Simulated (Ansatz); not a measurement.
Geometry relaxation, with input and output: C$_{21}$O (part 2 of 3)

C$_{21}$O (slab, 22 atoms in the cell); DFT PBE, scalar-relativistic, plane waves, PAW, PAW set soft_1, no spin polarisation (Ansatz 0.2.0); cutoff 420 eV, 5×8×1 k-mesh, Gaussian smearing of 0.05 eV. The structure derives from an entry of the Crystallography Open Database. The input holds or restrains some coordinates. Forces given for the steps count only the free coordinates.

Geometry of the input (Å; fractional positions):
```
5.0509  0.0000  0.0000
0.0000  3.5715  0.0000
0.0000  0.0000  21.5290
C  0.2500  0.0000  0.1858
C  0.7500  0.0000  0.1858
C  0.0000  0.2500  0.1858
C  0.5000  0.2500  0.1858
C  0.0000  0.5000  0.2444
C  0.5000  0.5000  0.2444
C  0.2500  0.7500  0.2444
C  0.7500  0.7500  0.2444
C  0.2500  0.0025  0.3028
C  0.7500  0.0025  0.3028
C  0.0000  0.2475  0.3028
C  0.5000  0.2475  0.3028
C  0.0000  0.5097  0.3631
C  0.5000  0.5097  0.3631
C  0.2500  0.7403  0.3631
C  0.7500  0.7403  0.3631
C  0.2500  0.0295  0.4124
C  0.7500  0.0295  0.4124
C  0.0000  0.2205  0.4124
C  0.5000  0.2205  0.4124
C  0.2500  0.2795  0.4671
O  0.2500  0.2795  0.5206
```

**What the program printed, continued**
```
SCF iter   1: F=—  HF=-5818.304709 eV  |F-HF|=—  |Δ(HF+E_count)|=         —  Δρ=4.81e-5  dr2=1.13e-5  ethr=1.25e-8  p=-0.064 e·Å  D=-2.97e-2 V/Å  ΔV_dip=0.64 eV  dr2_dipole=1.40e-6  V_vac-E_F(+/−)=6.66/6.02 eV  ⟨swp⟩=1.3  Hψ=2465  notcnv=0
efield: sawtooth ramp at fractional position 0.8332 (handed on by an earlier solve), width 0.0400; the density the first Hamiltonian is built on has a dipole p = -0.064 e·Å; the dipole correction subtracts the counter field D = -2.97e-2 V/Å, which shifts the + side's vacuum level by +0.64 eV against the − side's; the planar-averaged density in the ramp window peaks in size at 3.0e-7 e/Å³
preconditioner: auto → LDOS  [metal: Δε(μ)=0.022 eV  Ē_g=15.164 eV  σ=0.050 eV  W_gap=0.24  n_scr=54 (ndim 8)  ℏωp=17.9 eV  f_vac=0.575  D(μ)=6.01/eV (n_scr^D=24)  β→1.0]
SCF iter   2: F=—  HF=-5818.304907 eV  |F-HF|=—  |Δ(HF+E_count)|=   1.98e-4  Δρ=3.57e-5  dr2=6.02e-6  ethr=1.25e-8  p=-0.063 e·Å  D=-2.96e-2 V/Å  ΔV_dip=0.64 eV  dr2_dipole=2.41e-7  V_vac-E_F(+/−)=6.65/6.02 eV  ⟨swp⟩=2.0  Hψ=1425  notcnv=0
SCF iter   3: F=—  HF=-5818.304906 eV  |F-HF|=—  |Δ(HF+E_count)|=   1.17e-6  Δρ=1.08e-5  dr2=8.57e-7  ethr=6.69e-9  p=-0.063 e·Å  D=-2.96e-2 V/Å  ΔV_dip=0.64 eV  dr2_dipole=1.40e-7  V_vac-E_F(+/−)=6.65/6.02 eV  ⟨swp⟩=2.0  Hψ=1420  notcnv=0
SCF iter   4: F=—  HF=-5818.304906 eV  |F-HF|=—  |Δ(HF+E_count)|=   7.10e-7  Δρ=3.61e-6  dr2=1.19e-7  ethr=9.52e-10  p=-0.063 e·Å  D=-2.96e-2 V/Å  ΔV_dip=0.64 eV  dr2_dipole=2.10e-8  V_vac-E_F(+/−)=6.65/6.02 eV  ⟨swp⟩=2.4  Hψ=1347  notcnv=0
iter 5 did not close the SCF: its close was put off until two iterations running show no level that it waits for move by more than its bar (scf_convergence_deferred on its scf_iter line)
SCF iter   5: F=-5818.304906 eV  HF=-5818.304906 eV  |F-HF|=6.42e-8  |Δ(HF+E_count)|=   1.38e-7  Δρ=9.26e-7  dr2=4.71e-9  ethr=1.11e-10  p=-0.063 e·Å  D=-2.96e-2 V/Å  ΔV_dip=0.64 eV  dr2_dipole=5.70e-10  V_vac-E_F(+/−)=6.65/6.02 eV  ⟨swp⟩=21.5  Hψ=9055  notcnv=0
iter 6 did not close the SCF: its close was put off until two iterations running show no level that it waits for move by more than its bar (scf_convergence_deferred on its scf_iter line)
SCF iter   6: F=-5818.304906 eV  HF=-5818.304906 eV  |F-HF|=2.88e-9  |Δ(HF+E_count)|=   6.46e-8  Δρ=3.16e-7  dr2=5.39e-10  ethr=5.23e-12  p=-0.063 e·Å  D=-2.96e-2 V/Å  ΔV_dip=0.64 eV  dr2_dipole=1.53e-12  V_vac-E_F(+/−)=6.65/6.02 eV  ⟨swp⟩=15.1  Hψ=7393  notcnv=0
SCF iter   7: F=-5818.304906 eV  HF=-5818.304906 eV  |F-HF|=3.37e-10  |Δ(HF+E_count)|=   2.92e-9  Δρ=1.11e-7  dr2=7.78e-11  ethr=1.00e-12  p=-0.063 e·Å  D=-2.96e-2 V/Å  ΔV_dip=0.64 eV  dr2_dipole=3.38e-12  V_vac-E_F(+/−)=6.65/6.02 eV  ⟨swp⟩=8.9  Hψ=6330  notcnv=0
SCF 5 converged in 7 iterations: F = -5818.304906 eV  dr2 = 7.78e-11
relax step   5: F+E_penalty+E_count = -5818.30490643 eV  Δ(F+E_penalty+E_count) = -8.688e-6 eV  max|allowed force component| = 5.502e-2 eV/Å  Δτ_max = 0.0000 Å  (7 SCF iters, accepted)
SCF iter   1: F=—  HF=-5818.305112 eV  |F-HF|=—  |Δ(HF+E_count)|=         —  Δρ=6.82e-4  dr2=1.49e-3  ethr=3.60e-5  p=-0.063 e·Å  D=-2.96e-2 V/Å  ΔV_dip=0.64 eV  dr2_dipole=3.85e-4  V_vac-E_F(+/−)=6.65/6.02 eV  ⟨swp⟩=2.0  Hψ=2045  notcnv=0  defer=185
efield: sawtooth ramp at fractional position 0.8332 (handed on by an earlier solve), width 0.0400; the density the first Hamiltonian is built on has a dipole p = -0.063 e·Å; the dipole correction subtracts the counter field D = -2.96e-2 V/Å, which shifts the + side's vacuum level by +0.64 eV against the − side's; the planar-averaged density in the ramp window peaks in size at 2.0e-7 e/Å³
preconditioner: auto → LDOS  [metal: Δε(μ)=0.023 eV  Ē_g=15.160 eV  σ=0.050 eV  W_gap=0.25  n_scr=54 (ndim 8)  ℏωp=17.9 eV  f_vac=0.574  D(μ)=6.00/eV (n_scr^D=24)  β→1.0]
SCF iter   2: F=—  HF=-5818.304946 eV  |F-HF|=—  |Δ(HF+E_count)|=   1.66e-4  Δρ=2.61e-4  dr2=3.72e-4  ethr=1.65e-6  p=-0.063 e·Å  D=-2.92e-2 V/Å  ΔV_dip=0.63 eV  dr2_dipole=1.22e-5  V_vac-E_F(+/−)=6.65/6.02 eV  ⟨swp⟩=2.0  Hψ=1831  notcnv=0  defer=199
SCF iter   3: F=—  HF=-5818.304896 eV  |F-HF|=—  |Δ(HF+E_count)|=   5.01e-5  Δρ=9.50e-5  dr2=3.80e-5  ethr=4.13e-7  p=-0.062 e·Å  D=-2.90e-2 V/Å  ΔV_dip=0.62 eV  dr2_dipole=5.53e-7  V_vac-E_F(+/−)=6.64/6.02 eV  ⟨swp⟩=2.3  Hψ=1428  notcnv=0  defer=199
SCF iter   4: F=—  HF=-5818.305302 eV  |F-HF|=—  |Δ(HF+E_count)|=   4.06e-4  Δρ=1.50e-5  dr2=9.89e-7  ethr=4.22e-8  p=-0.062 e·Å  D=-2.90e-2 V/Å  ΔV_dip=0.62 eV  dr2_dipole=3.02e-8  V_vac-E_F(+/−)=6.64/6.02 eV  ⟨swp⟩=2.1  Hψ=1433  notcnv=0  defer=199
SCF iter   5: F=—  HF=-5818.305303 eV  |F-HF|=—  |Δ(HF+E_count)|=   1.33e-6  Δρ=5.31e-6  dr2=1.96e-7  ethr=1.11e-10  p=-0.062 e·Å  D=-2.90e-2 V/Å  ΔV_dip=0.62 eV  dr2_dipole=3.08e-8  V_vac-E_F(+/−)=6.64/6.02 eV  ⟨swp⟩=22.3  Hψ=10840  notcnv=0
SCF iter   6: F=-5818.305304 eV  HF=-5818.305303 eV  |F-HF|=6.55e-8  |Δ(HF+E_count)|=   4.47e-7  Δρ=2.00e-6  dr2=3.14e-8  ethr=1.11e-10  p=-0.062 e·Å  D=-2.90e-2 V/Å  ΔV_dip=0.62 eV  dr2_dipole=5.19e-9  V_vac-E_F(+/−)=6.64/6.02 eV  ⟨swp⟩=16.3  Hψ=8275  notcnv=0
SCF 6 converged in 6 iterations: F = -5818.305304 eV  dr2 = 3.14e-8
relax step   6: F+E_penalty+E_count = -5818.30530353 eV  Δ(F+E_penalty+E_count) = -3.971e-4 eV  max|allowed force component| = 1.720e-2 eV/Å  Δτ_max = 0.0083 Å  (6 SCF iters, accepted)
```

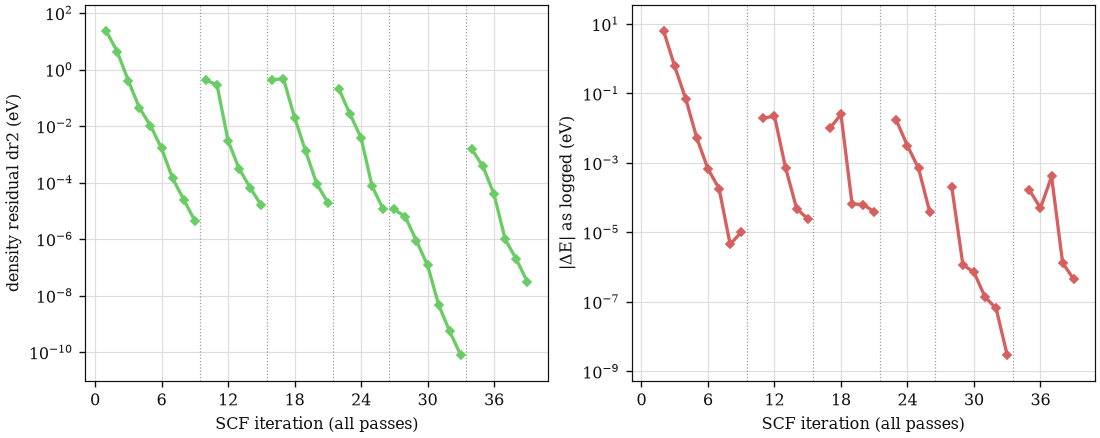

Figure 1. Convergence of the self-consistent field: density residual dr2 and size of the energy change against the SCF iteration. The dotted lines part the SCF passes of the relaxation: geometry steps, rejected trials and re-solves on a re-selected basis. The 6 passes take 5 to 9 iterations each, 39 in all.

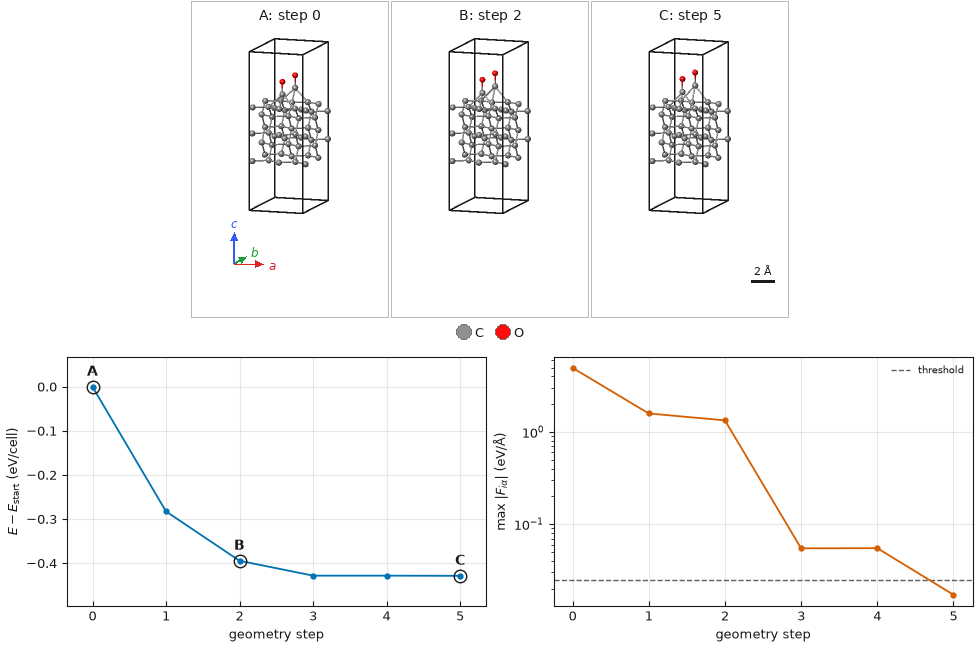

Figure 2. Frames of the restrained relaxation (ball-and-stick view of the 1 × 2 repeat of the cell, with the vacuum cut short (origin shifted), seen slightly off an axis) above the curves, on which the letters mark them (the first geometry is step 0 here and step 1 in the log).

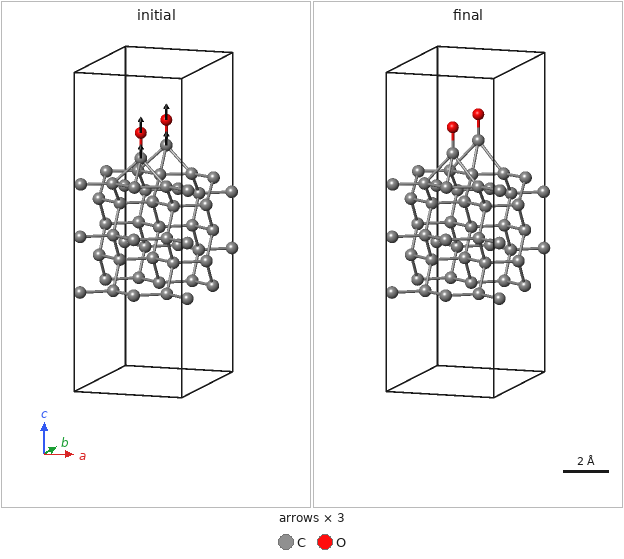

Figure 3. Before (left) and after (right) the restrained relaxation, at one scale (ball-and-stick view of the 1 × 2 repeat of the cell, with the vacuum cut short (origin shifted), seen slightly off an axis). The black arrows give the displacements, magnified 3 times. The largest move is that of O22, 0.25 Å. Largest moves by element: O 0.25 Å, C 0.22 Å. The lattice vectors keep their values. Distances before and after: C17–C21 1.478 → 1.659 Å, C19–C21 1.740 → 1.896 Å, C21–O22 1.150 → 1.182 Å. Among the angles that change: C19–C21–C20 93.1° → 83.5°, C17–C21–C19 52.2° → 47.0°, C19–C21–O22 132.6° → 137.5°. After 5 geometry steps the energy has fallen by 0.429 eV per cell of the calculation. The largest force component goes from 5 to 0.017 eV/Å. (Atoms are counted from 1 in the order of the input.)

```
WARN: The output density's exchange-correlation potential varies sharply where the density is thin. Do not read a vacuum level from v_tot or v_xc, or from such a field of the output density. On a cell that repeats whose density bears no net charge and no dipole along the vacuum's axis use v_es (v_loc + v_h of the components); under efield.dipole_correction with no amplitude use v_es + v_field, which holds any external_charges[].barrier, or the levels of the report's work_function block, which leave it out; under a non-zero efield.amplitude the vacuum is tilted and has no level; on a cell that repeats and bears such a dipole with no correction it is tilted too, and efield.dipole_correction with no amplitude gives each side of its ramp a level where efield: is served; in a cell that repeats whose density bears a net charge (total_charge, or a fill off its count) it is curved and has none; of a slab under crystal.periodic whose density bears no net charge use v_es, which has a level on each side, short of where the two are joined; of another it falls or rises all the way out and has none; of a slab beside external_charges read slab_vacuum_level instead, which it has where they leave it neutral. The grid or the basis barely resolves most such structure, and the values can differ between equally converged runs; as a rule a tighter scf.convergence.dr2_threshold does not remove it. Where the density itself ripples (under the LDA too) a higher basis.ecutwfc lessens it. The files hold the spikes' plane waves up to the density's cutoff. Files: v_tot_of_output_density and the like, and their columns of v_z.tsv (output.write_potential); v_xc_of_output_density and the like, and their columns of v_comp_z.tsv (output.write_potential_components). Measured: with its Gaussian average of σ = 0.25 Å subtracted twice, the exchange-correlation potential is over 0.1 eV at 345 of the grid points where the equally averaged density (valence and model cores) is under 1e-3 e/Å³, and 0.880 eV at the most among them, at an averaged density of 9.9e-4 e/Å³. The input density's (outcome.potential() and, of a run that writes arrays, v_tot and v_xc) is over 0.1 eV, so measured, at 404 points of its own thin density, 0.878 eV at the most. See output.write_potential in the manual, Limitations
SCF converged after 6 iterations
Free energy (F): -5818.305304 eV
Harris-Foulkes:  -5818.305303 eV  (|F-HF|=6.55e-8)
Internal energy: -5818.297749 eV  (E = F + TS)
E sigma→0 (E₀):  -5818.301526 eV
Entropy (-TS):   -0.007555 eV (-0.343 meV/atom)
Fermi energy:    0.103715 eV
Dipole field:    D = -0.029043 V/Å  (p = -0.062336 e·Å, saw-weighted, corrected)
Work function:   Φ+ = 6.6436 eV   Φ− = 6.0183 eV
Levels:          The Fermi level and band energies are counted from a zero that moves with the ramp; work functions are not
--- Per-component energies (eV) ---
  E_band       = -802.870029
  E_kinetic    = 2020.371888
  E_local      = -63638.265022  (includes V_loc(G=0)·N_el)
  E_nonlocal   = 539.752733
  E_hartree    = 30893.214629
  E_xc         = -1057.839001
  E_vxc        = -1307.353555  (∫ρ·V_xc dr)
  E_paw        = -2259.769753  (= ΣΔE_a)
  E_vpaw       = -202.226889  (= ΣTr[D̂ρ^β])
  E_aug_tail   = 0.001178  (compensation charges beyond the density's cutoff)
  E_efield     = 0.000905  (sawtooth field / dipole correction)
  E_vefield    = -1.589621  (∫n·V_field dr)
  E_ewald      = 27684.234695
  E_smearing   = -0.007555  (= −TS)
  E_closure    = 0.000000  (closes the sum)
  Σ components = -5818.305304   (vs F -5818.305304, Δ=0.00e0)
--- Forces (eV/Å), atoms counted from 1 ---
  atom   1  C      0.00000000     4.71333020     1.22968186
  atom   2  C      0.00000000     4.32159101     1.14405544
  atom   3  C      0.04467560    -4.49330095     1.10130820
  atom   4  C     -0.04467560    -4.49330095     1.10130820
  atom   5  C     -0.04118610     0.94427989    -1.24256626
  atom   6  C      0.04118610     0.94427989    -1.24256626
  atom   7  C      0.00000000    -1.05567204    -1.24378755
  atom   8  C      0.00000000    -0.95445083    -1.05815089
  atom   9  C      0.00000000    -0.03278519     0.16390366
  atom  10  C      0.00000000     0.03730571    -0.23550258
  atom  11  C     -0.10283699     0.18575246     0.19690438
  atom  12  C      0.10283699     0.18575246     0.19690438
  atom  13  C     -0.07413859    -0.35605573    -1.57846165
  atom  14  C      0.07413859    -0.35605573    -1.57846165
  atom  15  C      0.00000000    -0.30745238    -0.58397873
  atom  16  C      0.00000000     0.58633907     0.05023695
  atom  17  C      0.00000000    -3.14360256    -0.93127723
  atom  18  C      0.00000000    -0.37355177     0.96011684
  atom  19  C      0.47345121     1.96318012     1.77004231
  atom  20  C     -0.47345121     1.96318012     1.77004231
  atom  21  C      0.00000000    -0.18648944     0.01720241
  atom  22  O      0.00000000    -0.09228499    -0.00689677
  max |Σ_I F_I| component: 5.74e-5 eV/Å
--- Band table (eV; the first three rows and the last of 15) ---
  k-point 0: bands = ["-22.3093", "-21.5410", "-19.7415", "-17.3209", "-17.1299", "-16.8464", "-15.5213", "-15.3737", "-14.4637", "-13.0537", "-12.8421", "-12.7185", "-12.5523", "-11.1344", "-10.8622", "-10.2652", "-9.2159", "-9.1025", "-9.1007", "-8.6250", "-8.0744", "-8.0685", "-7.8077", "-7.4236", "-7.2642", "-7.1448", "-7.1182", "-6.5016", "-6.1270", "-6.0975", "-5.8245", "-5.3394", "-5.2395", "-5.0590", "-4.9775", "-4.9170", "-3.8988", "-3.5989", "-2.4713", "-2.2098", "-1.4776", "-1.3172", "-0.7724", "-0.2852", "-0.1436", "-0.1341", "0.7104", "2.0839", "3.7916", "4.2027", "4.7112", "5.2335", "5.2363", "5.5018", "5.6074", "5.7597", "6.0762", "6.1346", "6.2206", "6.4053", "6.5866", "6.8784", "7.3680", "7.5792", "8.0119", "8.0229", "8.0664"]
  k-point 1: bands = ["-22.2998", "-21.4044", "-19.6114", "-17.2206", "-17.0078", "-16.7531", "-15.4542", "-15.2617", "-14.9914", "-14.2402", "-12.9203", "-12.4938", "-11.8084", "-11.0628", "-10.9169", "-10.7532", "-9.9717", "-9.8783", "-9.4871", "-8.6547", "-7.8728", "-7.7084", "-7.3946", "-7.0396", "-6.9033", "-6.8137", "-6.8097", "-6.5379", "-6.3180", "-6.2942", "-5.7073", "-5.2459", "-5.2265", "-4.9328", "-4.8261", "-4.7378", "-4.0119", "-3.6126", "-2.3848", "-2.1903", "-1.4190", "-1.0816", "-1.0413", "-0.5438", "-0.0964", "-0.0710", "0.6541", "1.7902", "3.6576", "4.2709", "4.8402", "5.5208", "5.5822", "5.6512", "5.7659", "5.9141", "6.1844", "6.3064", "6.3714", "6.5473", "6.8417", "7.0676", "7.3002", "7.7739", "8.1310", "8.1503", "8.5711"]
```
